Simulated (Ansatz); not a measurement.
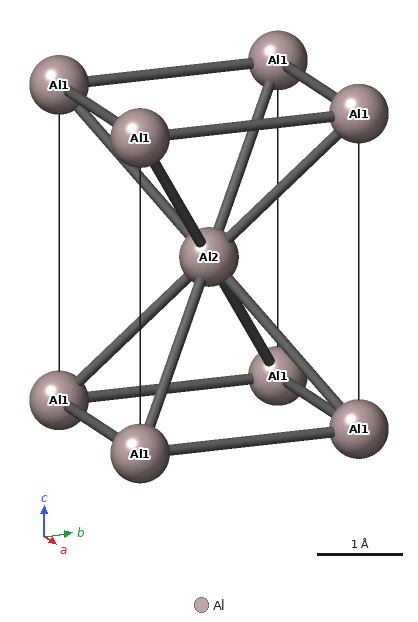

*The structure as given in the input (ball-and-stick view of the reduced cell, seen slightly off an axis; atoms are numbered from 1 in the order of the input).*

Near neighbours in the crystal (not all of them lie inside the picture): Al has 12 Al at 2.72 to 2.88 Å.

Al: geometry relaxation

The run: geometry relaxation of Al (2 atoms in the cell). Method and program: DFT PBE, scalar-relativistic, plane waves, PAW, no spin polarisation (Ansatz 0.2.0).

The structure derives from a Materials Project entry. It belongs to a series of runs on one base structure; here: film's bulk on the substrate's plane, third vector and atoms relaxed. Figures and captions count atoms from 1; the log counts them from 0 in places.

Log:
```
Warning: crystal.symmetry: narrowed to the stabiliser of the k-point mesh — unitary ops 16 → 8; excluded 8 operations that carry a point of the 9×9×16 mesh (shift [0, 0, 0]) off the mesh (the run samples exactly the mesh kpoints.mp_grid names, as under crystal.symmetry.detect: false, and its converged state has the mesh's symmetry, not the crystal's; ε∞, the Born charges and the force constants of a linear response (`dielectric:` by the response, `phonons.method: dfpt`) are averaged over those of the crystal's operations that the state keeps within a tolerance, where `mesh_tensors`, `unaveraged_element` or `gamma_mean_max_change_ev_ang2` stands beside them; a row that `dielectric.field_direction` solves alone is averaged likewise, with nothing beside; a Γ-centred mesh of equal divisions is mapped onto itself by every operation and keeps the whole group, as does a half-shifted one under kpoints.further_shifts: images)
Engine: ansatz 0.2.0, aarch64-unknown-linux-gnu
Pseudopotentials: kind: paw
Pseudopotential: Al, paw, valence charge 3, recommended cutoff 420 eV (normal), Al.paw.azcp
Functional definition: PBE
  parameter kappa = 0.804
  parameter beta = 0.06672455060314922
  exchange = pbe_x(kappa = kappa, mu = beta*pi^2/3)
  correlation = pbe_c(beta = beta)
Crystal: 2 atoms, lattice volume = 31.740 Å³
Basis set: ecut = 420 eV, 617 PW (Γ), exchange–correlation on 54×54×40 points (8 copies of the dense FFT grid, shifted against one another)
Bands: 7, of which v1, the nominal top of the filled ones, is band 3 counted from 1 (2 counted from 0)
Symmetry: 8 space group operations
k-points: 365 of 1296
Non-local potential: Al, projectors of the file, l = 0: 2, l = 1: 2, l = 2: 1
PAW form: soft (Blöchl's): semilocal exchange-correlation on the pseudo side does not see the compensation charge
PAW one-centre angular grid: Al, 110 points (default); XC on 64 Gauss nodes
Initial density: superposition of atomic densities (neutral atoms: chi_scale 0, normalization atom), corrected by the library's trained network
Initial wavefunctions: pseudopotential atomic-orbital guess
Functional: x = pbe(κ = 0.804, μ = 0.2195149727645171), c = pbe(β = 0.06672455060314922)
SCF iter   1: F=—  HF=-1074.956694 eV  |F-HF|=—  |Δ(HF+E_count)|=         —  Δρ=5.27e-4  dr2=3.40e-5  ethr=1.77e-3  ⟨swp⟩=5.0  Hψ=20122  notcnv=0
preconditioner: auto → none  [metal: Δε(μ)=0.026 eV  Ē_g=9.174 eV  σ=0.100 eV  W_gap=0.15  n_scr=2 (ndim 8)  ℏωp=16.1 eV  f_vac=0.000  D(μ)=0.50/eV (n_scr^D=2)  sad-step TF]
SCF iter   2: F=—  HF=-1074.956784 eV  |F-HF|=—  |Δ(HF+E_count)|=   9.02e-5  Δρ=3.00e-4  dr2=1.17e-5  ethr=5.67e-7  ⟨swp⟩=1.8  Hψ=5968  notcnv=0
iter 3 did not close the SCF: its close was put off for the readings that it lacked (scf_convergence_deferred on its scf_iter line)
SCF iter   3: F=-1074.956803 eV  HF=-1074.956803 eV  |F-HF|=6.29e-9  |Δ(HF+E_count)|=   1.89e-5  Δρ=1.92e-5  dr2=9.94e-8  ethr=1.95e-7  ⟨swp⟩=2.0  Hψ=3549  notcnv=0
iter 4 did not close the SCF: its close was put off for the readings that it lacked (scf_convergence_deferred on its scf_iter line)
SCF iter   4: F=-1074.956803 eV  HF=-1074.956803 eV  |F-HF|=5.00e-9  |Δ(HF+E_count)|=   6.33e-9  Δρ=4.14e-6  dr2=2.96e-9  ethr=1.66e-9  ⟨swp⟩=1.2  Hψ=2589  notcnv=0
iter 5 did not close the SCF: its close was put off for the readings that it lacked (scf_convergence_deferred on its scf_iter line)
SCF iter   5: F=-1074.956803 eV  HF=-1074.956803 eV  |F-HF|=4.55e-13  |Δ(HF+E_count)|=   5.22e-9  Δρ=1.82e-7  dr2=7.76e-12  ethr=4.94e-11  ⟨swp⟩=2.0  Hψ=3527  notcnv=0
SCF iter   6: F=-1074.956803 eV  HF=-1074.956803 eV  |F-HF|=2.27e-13  |Δ(HF+E_count)|=  2.27e-13  Δρ=2.59e-8  dr2=2.11e-13  ethr=1.00e-12  ⟨swp⟩=1.5  Hψ=7181  notcnv=0
SCF 1 converged in 6 iterations: F = -1074.956803 eV  dr2 = 2.11e-13
  greatest PAW one-centre occupation: 0.452 electrons in one spin orbital (limit 2), on the Al atom at site 1 (counted from 0), in its partial waves of l = 0
relax step   1: F+E_penalty+E_count = -1074.95680274 eV  Δ(F+E_penalty+E_count) = +0.000e0 eV  max|allowed force component| = 0.000e0 eV/Å  Δτ_max = 0.0000 Å  P = +4.236 GPa  Ω = 31.740 Å³  fix = [a, b, gamma]  reactions: a +6.798, b +6.758 GPa  (6 SCF iters, dr2 threshold 1.00e-7 eV, accepted)
Crystal: 2 atoms, lattice volume = 31.547 Å³
Basis set: ecut = 420 eV, 609 PW (Γ), exchange–correlation on 54×54×40 points (8 copies of the dense FFT grid, shifted against one another)
Initial density: handed on by an earlier stage of this run
Initial wavefunctions: those handed on with the density
iter 1 solved again at ethr=3.65e-7 eV; its pass at ethr=3.10e-3 eV (dr2=2.19e-5 eV) is discarded
SCF iter   1: F=—  HF=-1074.957280 eV  |F-HF|=—  |Δ(HF+E_count)|=         —  Δρ=2.71e-4  dr2=2.31e-5  ethr=3.65e-7  ⟨swp⟩=2.1  Hψ=22761  notcnv=0
preconditioner: auto → none  [metal: Δε(μ)=0.019 eV  Ē_g=9.214 eV  σ=0.100 eV  W_gap=0.11  n_scr=2 (ndim 8)  ℏωp=16.2 eV  f_vac=0.000  D(μ)=0.50/eV (n_scr^D=2)]
SCF iter   2: F=—  HF=-1074.957265 eV  |F-HF|=—  |Δ(HF+E_count)|=   1.49e-5  Δρ=1.27e-4  dr2=4.98e-6  ethr=3.65e-7  ⟨swp⟩=1.0  Hψ=2555  notcnv=0
SCF iter   3: F=-1074.957262 eV  HF=-1074.957262 eV  |F-HF|=8.28e-10  |Δ(HF+E_count)|=   3.28e-6  Δρ=3.33e-6  dr2=2.71e-9  ethr=3.33e-9  ⟨swp⟩=3.0  Hψ=8437  notcnv=0
SCF 2 converged in 3 iterations: F = -1074.957262 eV  dr2 = 2.71e-9
  greatest PAW one-centre occupation: 0.451 electrons in one spin orbital (limit 2), on the Al atom at site 1 (counted from 0), in its partial waves of l = 0
relax step   2: F+E_penalty+E_count = -1074.95726220 eV  Δ(F+E_penalty+E_count) = -4.595e-4 eV  max|allowed force component| = 1.233e-31 eV/Å  Δτ_max = 0.0000 Å  P = +4.721 GPa  Ω = 31.547 Å³  energy of the carried Pulay correction = +8.104e-5 eV  fix = [a, b, gamma]  reactions: a +6.899, b +6.987 GPa  (3 SCF iters, dr2 threshold 2.00e-7 eV, accepted)
Crystal: 2 atoms, lattice volume = 31.592 Å³
iter 1 solved again at ethr=2.25e-8 eV; its pass at ethr=3.10e-3 eV (dr2=1.35e-6 eV) is discarded
SCF iter   1: F=—  HF=-1074.957293 eV  |F-HF|=—  |Δ(HF+E_count)|=         —  Δρ=6.59e-5  dr2=1.41e-6  ethr=2.25e-8  ⟨swp⟩=2.2  Hψ=22594  notcnv=0
preconditioner: auto → none  [metal: Δε(μ)=0.018 eV  Ē_g=9.204 eV  σ=0.100 eV  W_gap=0.10  n_scr=2 (ndim 8)  ℏωp=16.2 eV  f_vac=0.000  D(μ)=0.50/eV (n_scr^D=2)]
SCF iter   2: F=—  HF=-1074.957288 eV  |F-HF|=—  |Δ(HF+E_count)|=   4.58e-6  Δρ=3.05e-5  dr2=2.97e-7  ethr=2.25e-8  ⟨swp⟩=1.0  Hψ=2555  notcnv=0
SCF iter   3: F=-1074.957288 eV  HF=-1074.957288 eV  |F-HF|=8.64e-11  |Δ(HF+E_count)|=   1.82e-7  Δρ=8.83e-7  dr2=1.99e-10  ethr=3.33e-9  ⟨swp⟩=3.1  Hψ=6031  notcnv=0
SCF 3 converged in 3 iterations: F = -1074.957288 eV  dr2 = 1.99e-10
relax step   3: F+E_penalty+E_count = -1074.95728790 eV  Δ(F+E_penalty+E_count) = -2.571e-5 eV  max|allowed force component| = 3.698e-32 eV/Å  Δτ_max = 0.0000 Å  P = +4.609 GPa  Ω = 31.592 Å³  energy of the carried Pulay correction = +6.215e-5 eV  fix = [a, b, gamma]  reactions: a +6.867, b +6.956 GPa  (3 SCF iters, dr2 threshold 2.00e-7 eV, accepted)
Initial wavefunctions: pseudopotential atomic-orbital guess (no wavefunctions were taken with the density)
iter 1 solved again at ethr=2.84e-9 eV; its pass at ethr=3.10e-3 eV (dr2=1.70e-7 eV) is discarded
SCF iter   1: F=—  HF=-1074.957232 eV  |F-HF|=—  |Δ(HF+E_count)|=         —  Δρ=5.13e-6  dr2=9.16e-10  ethr=2.84e-9  ⟨swp⟩=3.1  Hψ=27936  notcnv=0
SCF iter   2: F=—  HF=-1074.957228 eV  |F-HF|=—  |Δ(HF+E_count)|=   3.95e-6  Δρ=2.56e-6  dr2=2.09e-10  ethr=1.53e-11  ⟨swp⟩=2.0  Hψ=3642  notcnv=0
SCF iter   3: F=-1074.957228 eV  HF=-1074.957228 eV  |F-HF|=5.46e-12  |Δ(HF+E_count)|=   2.07e-9  Δρ=1.70e-7  dr2=3.74e-12  ethr=1.33e-12  ⟨swp⟩=4.6  Hψ=9330  notcnv=0
SCF 4 converged in 3 iterations: F = -1074.957228 eV  dr2 = 3.74e-12
relax step   4: F+E_penalty+E_count = -1074.95722821 eV  Δ(F+E_penalty+E_count) = +5.969e-5 eV  max|allowed force component| = 4.314e-32 eV/Å  Δτ_max = 0.0000 Å  P = +4.606 GPa  Ω = 31.592 Å³  fix = [a, b, gamma]  reactions: a +6.865, b +6.954 GPa  stress off target by 2.41e-2 GPa on what of the cell is left free  SCF on the basis re-selected at this cell (its energy is not comparable with the rows above)  (3 SCF iters)
```

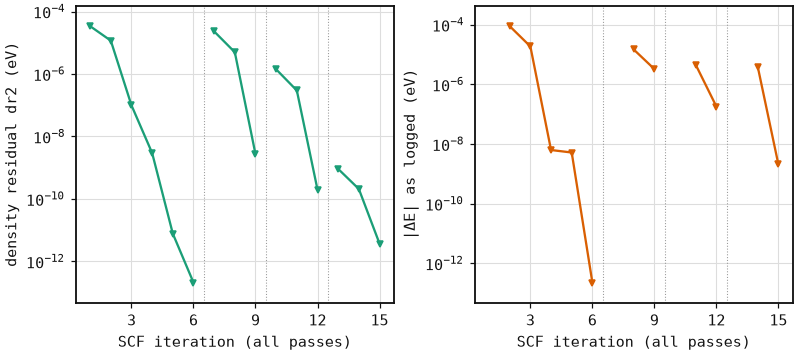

*Convergence of the self-consistent field: density residual dr2 and size of the energy change against the SCF iteration. The dotted lines part the SCF passes of the relaxation: geometry steps, rejected trials and re-solves on a re-selected basis.*

The passes take 6, 3, 3 and 3 iterations.

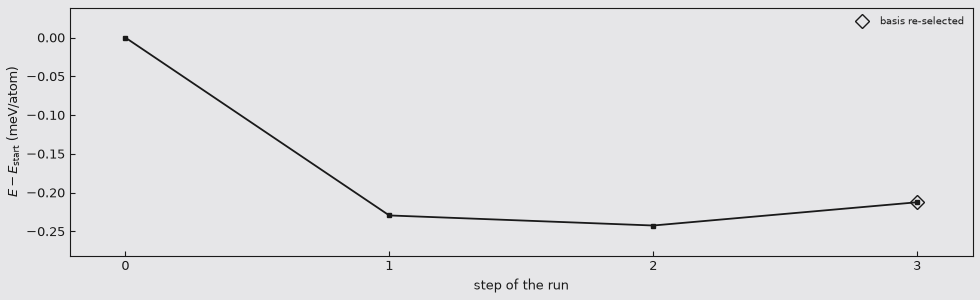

*Progress of the relaxation, step by step (the first geometry is step 0 here and step 1 in the log).*

The energy falls by 0.2 meV per atom in 2 geometry steps. All forces vanish by symmetry, so only the cell relaxes. The pressure goes from 4.24 to 4.61 GPa. No atom moves by more than 0.005 Å relative to the cell. The volume changes by −0.5 %, with a 2.880 → 2.869 Å (−0.4 %), b 2.880 → 2.876 Å (−0.1 %), c stays at 3.848 Å, γ 96.2° → 95.9°. Among the contacts that change: Al1–Al1 2.880 → 2.869 Å. The space group stays I4/mmm (No. 139). A last SCF at the same geometry on a re-selected plane-wave basis shifts the energy by +0.0 meV per atom. (Atoms are counted from 1 in the order of the input.)

```
basis re-selected at this cell: Δ(F+E_penalty+E_count) = +5.969e-5 eV, ΔP = -0.003 GPa vs the last step (what re-selecting the basis moved, of the pressure what is left beyond the Pulay correction that the steps carried, after the strain that the cell walked since its last selection, with what the two solves' SCF thresholds leave and, on support functions, any second-order correction that the steps lacked; it is no measure of the basis error at this ecutwfc). This SCF's stress stands 2.41e-2 GPa from its target on what of the cell is left free (relax.cell.stress_tol is 1.00e-1 GPa) and its largest allowed force component is 4.31e-32 eV/Å (relax.f_tol is 1.00e-2 eV/Å): within both
SCF converged after 3 iterations
Free energy (F): -1074.957228 eV
Harris-Foulkes:  -1074.957228 eV  (|F-HF|=5.46e-12)
Internal energy: -1074.954724 eV  (E = F + TS)
E sigma→0 (E₀):  -1074.955976 eV
Entropy (-TS):   -0.002504 eV (-1.252 meV/atom)
Fermi energy:    8.404380 eV
--- Per-component energies (eV) ---
  E_band       = 23.161908
  E_kinetic    = 46.878366
  E_local      = 21.046033  (includes V_loc(G=0)·N_el)
  E_nonlocal   = 20.962601
  E_hartree    = 0.218281
  E_xc         = -80.054599
  E_vxc        = -58.676340  (∫ρ·V_xc dr)
  E_paw        = -934.863880  (= ΣΔE_a)
  E_vpaw       = -7.485312  (= ΣTr[D̂ρ^β])
  E_aug_tail   = -0.000004  (compensation charges beyond the density's cutoff)
  E_ewald      = -149.141523
  E_smearing   = -0.002504  (= −TS)
  E_closure    = -0.000000  (closes the sum)
  Σ components = -1074.957228   (vs F -1074.957228, Δ=0.00e0)
--- Forces (eV/Å), atoms counted from 1 ---
  atom   1  Al    -0.00000000     0.00000000     0.00000000
  atom   2  Al    -0.00000000    -0.00000000     0.00000000
  max |Σ_I F_I| component: 1.23e-31 eV/Å
--- Stress (GPa, compression-positive) ---
        6.864967       0.000000       0.031358
        0.000000       6.954092      -0.000000
        0.031358      -0.000000      -0.002237
  P = ⅓ Tr σ = 4.6056 GPa (46.056 kbar)
--- Band table (eV; the first three rows and the last of 365) ---
  k-point 0: bands = ["-3.0253", "5.9208", "7.5134", "13.2871", "13.3657", "14.0463", "17.2601"]
  k-point 1: bands = ["-2.8983", "6.0356", "7.6321", "11.5841", "13.2947", "15.3042", "18.1952"]
  k-point 2: bands = ["-2.5180", "6.3807", "7.9798", "10.0765", "12.0208", "17.5112", "18.6700"]
  k-point 364: bands = ["1.6606", "2.7245", "5.5357", "6.5755", "15.2072", "16.1597", "19.1065"]
--- Relaxed structure (3 steps of the walk, 3 accepted, 1 SCFs on fresh bases) ---
  F+E_penalty+E_count = -1074.95722821 eV   max|allowed force component| = 4.314e-32 eV/Å   (the final SCF, on the basis selected at the relaxed cell)
  cell:  # Å, volume = 31.5915 Å³
    - [3.8482904239224998, 0.0, 0.004719914032735273]
    - [0.0, 3.8482933184, 0.0]
    - [-1.9215165400191234, 0.0, 2.1308580724567014]
  atoms:
    - { symbol: Al, position: [0.0, 0.0, 0.0] }
    - { symbol: Al, position: [0.5, 0.49999999999999994, -2.168404344971009e-19] }
```

Trajectory as extended XYZ (Å, eV, eV/Å), 4 frames, from step=1 to step=4:
```
2
Lattice="3.8483 0.0000 0.0000 0.0000 3.8483 0.0000 -1.9241 0.0000 2.1432" Properties=species:S:1:pos:R:3:forces:R:3 step=1 energy=-1074.95680 pressure_GPa=4.24
Al    0.0000    0.0000    0.0000    0.0000   0.0000   0.0000
Al    1.9241    1.9241    0.0000    0.0000   0.0000   0.0000
2
Lattice="3.8483 0.0000 0.0036 0.0000 3.8483 0.0000 -1.9221 0.0000 2.1284" Properties=species:S:1:pos:R:3:forces:R:3 step=2 energy=-1074.95726 pressure_GPa=4.72
Al    0.0000    0.0000    0.0000    0.0000   0.0000   0.0000
Al    1.9241    1.9241    0.0018    0.0000   0.0000   0.0000
2
Lattice="3.8483 0.0000 0.0047 0.0000 3.8483 0.0000 -1.9215 0.0000 2.1309" Properties=species:S:1:pos:R:3:forces:R:3 step=3 energy=-1074.95729 pressure_GPa=4.61
Al    0.0000    0.0000    0.0000    0.0000   0.0000   0.0000
Al    1.9241    1.9241    0.0024    0.0000   0.0000   0.0000
2
Lattice="3.8483 0.0000 0.0047 0.0000 3.8483 0.0000 -1.9215 0.0000 2.1309" Properties=species:S:1:pos:R:3:forces:R:3 step=4 energy=-1074.95723 pressure_GPa=4.61
Al    0.0000    0.0000    0.0000    0.0000   0.0000   0.0000
Al    1.9241    1.9241    0.0024    0.0000   0.0000   0.0000
```

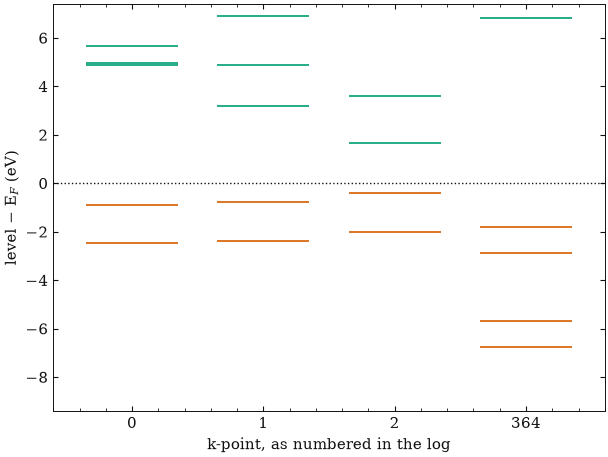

*Kohn–Sham levels near the Fermi level (dotted) at the few k-points that the log prints; levels within 0.02 eV of each other stand side by side.*

The system is metallic on the full mesh.

The run was set up as follows.

Input:
```yaml
crystal:
  lattice:
    - [3.8482933184, 0.0, 0.0]
    - [0.0, 3.8482933184, 0.0]
    - [-1.9241466592, 0.0, 2.1432383304]
  atoms:
    - { symbol: Al, position: [0.0, 0.0, 0.0] }
    - { symbol: Al, position: [0.5, 0.5, 0.0] }
basis:
  ecutwfc: 420
kpoints:
  mp_grid: { grid: [9, 9, 16] }
hamiltonian:
  xc: pbe
scf:
  occupations: { method: gaussian, width: 0.1 }
output:
  forces: true
  stress: true
  eigenvalues: true
relax:
  adjacent_minimum: "off"
  f_tol: 0.01
  max_steps: 50
  cell: { fix: [a, b, gamma], stress_tol: 0.1 }
```

Launch command:
```bash
ansatz run input.yaml --threads 4 --pin off --max-ram 8192MiB --backend cpu --events-out ev --progress --plain --runs-dir out
```

Summary:

```csv
quantity,value
outcome,converged
space group (tolerance 0.01 Å),I4/mmm (139)
electrons treated,6
free energy,−1074.9572 eV
Fermi energy,8.404 eV
gap on the k-point mesh,none (metallic)
pressure,4.61 GPa
final volume,31.59 Å³
largest force (length of the vector) at the end,under 0.001 eV/Å
final cell,"a = 3.848 Å, b = 3.848 Å, c = 2.869 Å, α = 90.00°, β = 131.97°, γ = 90.00°"
hardware,"4 threads of Arm Neoverse V2, 128 GiB of memory available, shared host"
wall time,6.8 s (CPU time 19 s)
peak memory,0.4 GiB
```

Notes:

The program warns: the k-point mesh lowers the symmetry that the run can use.
